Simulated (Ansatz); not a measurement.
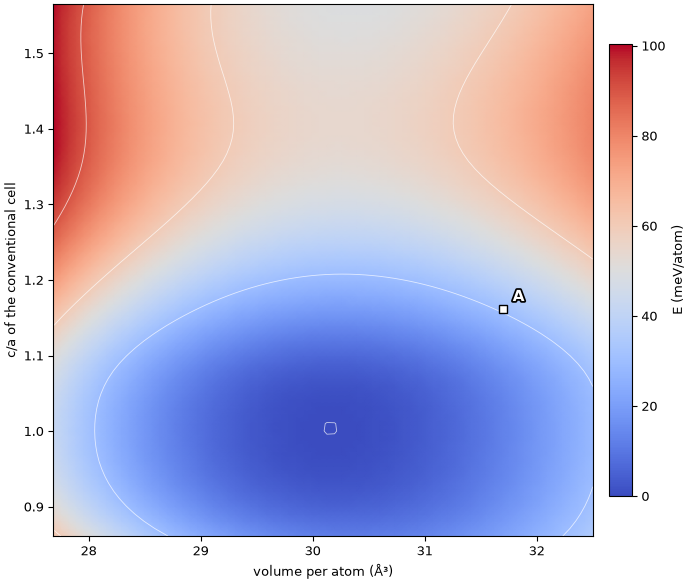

Bi (Im-3m, No. 229; 1 atom in the cell). 
- The energy is mapped over volume and the cell's shape.
- The first coordinate is: volume per atom; the second: c/a of the conventional cell.
- Nothing is relaxed (symmetry fixes all fractional coordinates).
- Grid: 7 × 9 points.
- Points are written as (first, second).
- All energies are given in meV/atom relative to the lowest grid point.
- Theory: Ansatz, DFT PBE+D3(BJ), scalar-relativistic, plane waves, PAW. Settings: cutoff 420 eV, k-mesh 18×18×18, gaussian smearing 0.15 eV, no spin polarisation.

In the figure: a smooth colour map with a few white contour lines, the point A. Between grid points the surface is interpolated.

> Which way does the force act at A, and how strong is it?

A, at (31.70 Å³, 1.161), is not a stationary point. The computed force is 15 meV/atom for each Å³ towards smaller values of volume per atom and 210 meV/atom for each unit towards smaller values of c/a of the conventional cell.
